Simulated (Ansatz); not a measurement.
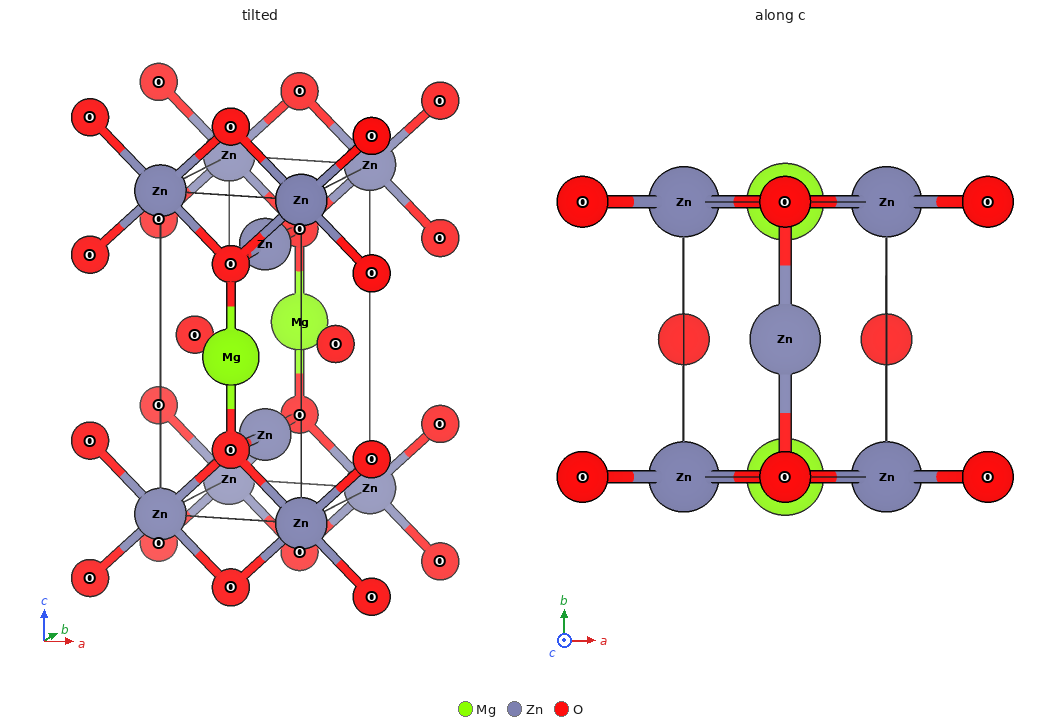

Drawn in the ball-and-stick manner and seen slightly off an axis and along the c axis. Lines trace the edges of the conventional unit cell. Some atoms of the next cells are drawn as well. Cell: a = 3.04 Å, b = 4.13 Å, c = 6.69 Å, α = 90.00°, β = 90.00°, γ = 90.00°.

The starting point was a structure type filled with these elements by a generator (whether the compound takes this form wasn't checked). Earlier steps of the study may have refined or changed the cell and positions. A calculation with Ansatz used it as input.

**Explain the picture.**

The formula is MgZn₃O₃. The structure has Pmmm (No. 47) symmetry and a primitive orthorhombic lattice. The cell comprises 1 formula unit: 1 Mg, 3 Zn, 3 O. Numbers of contacts at bonding distance: Mg 2, Zn 2 to 4 (mean 2.7) and O 0 to 5 (mean 3.3).

The calculation: DFT PBE, scalar-relativistic, plane waves, PAW in Ansatz, with wavefunction cutoff 420 eV, 12×10×6 k-mesh, Gaussian smearing of 0.1 eV, no spin polarisation.

**Predict the gap.**

A metal: bands cross the Fermi level.

**What charge does Bader's analysis assign to each element?**

Mg +1.70 e; Zn +0.68 to +1.03 e; O -1.42 to -1.33 e.

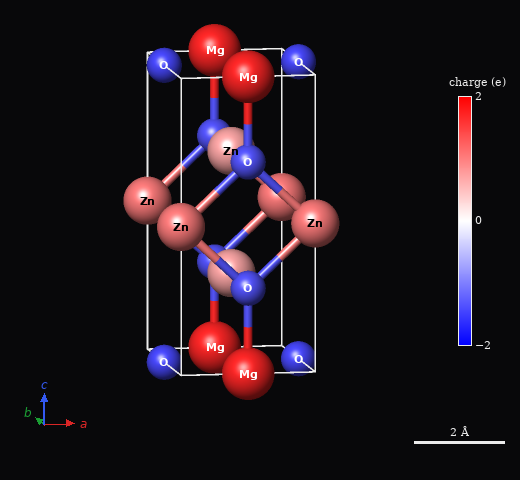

The atoms coloured by those charges. The run's cell of 7 atoms is drawn, so axes and origin can differ from the first picture.

**Does this geometry sit at a stationary point of the energy?**

Yes. All forces vanish to within 0.01 eV/Å. The pressure is 0.0 GPa, close to zero.
